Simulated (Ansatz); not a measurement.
```yaml
crystal:
  lattice:
    - [3.70704, 0.00000, 0.00000]
    - [-1.85352, 3.21039, 0.00000]
    - [0.00000, 0.00000, 22.79816]
  atoms:
    - { symbol: Se, position: [0.66667, 0.33333, 0.19738] }
    - { symbol: Pt, position: [0.00000, 0.00000, 0.25567] }
    - { symbol: Se, position: [0.33333, 0.66667, 0.31340] }
    - { symbol: Se, position: [0.33333, 0.16667, 0.43662] }
    - { symbol: Pt, position: [0.00000, 0.50000, 0.49436] }
    - { symbol: Se, position: [0.66667, 0.83333, 0.55264] }
```

A point of a scan over the structure, not its minimum; PAW files of the earlier set (soft_1).

Level of theory: Ansatz 0.2.0, DFT PBE+D3(BJ), scalar-relativistic, plane waves, PAW.

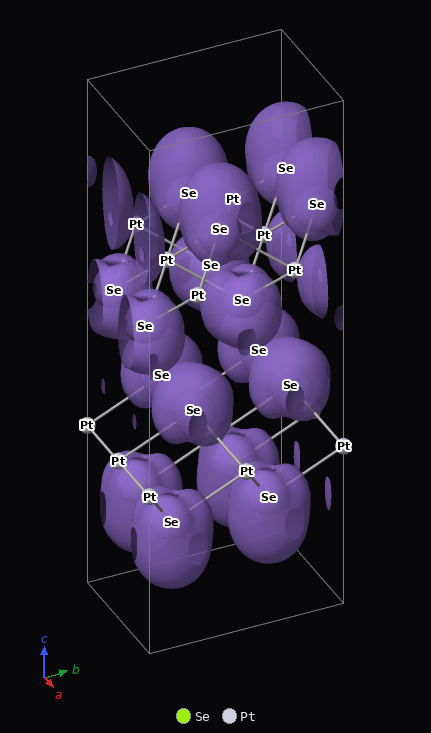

PtSe$_{2}$ (slab). Isosurface of the ELF at 0.65 (purple), seen slightly off an axis. Only the valence region is drawn (cores and ρ < 0.01 e/Å³ removed). Sticks mark near contacts.

Core electrons are frozen (PAW), and the valence fields are smoothed inside the atomic spheres.

**Describe the localisation domains.**

The ELF exceeds this value in four regions wrapped around Se (the valence shell of each), counted in one cell of 6 atoms. Counts are for one cell; the picture repeats the cell along the surface.

Values along the shortest contacts:
Pt–Se (2.51 Å): the ELF is about 0.50 at the midpoint.

**Metal or insulator at this level of theory?**

It is gapped, with a Kohn–Sham gap of 0.47 eV on the k-point mesh, an upper bound to the gap of this method.
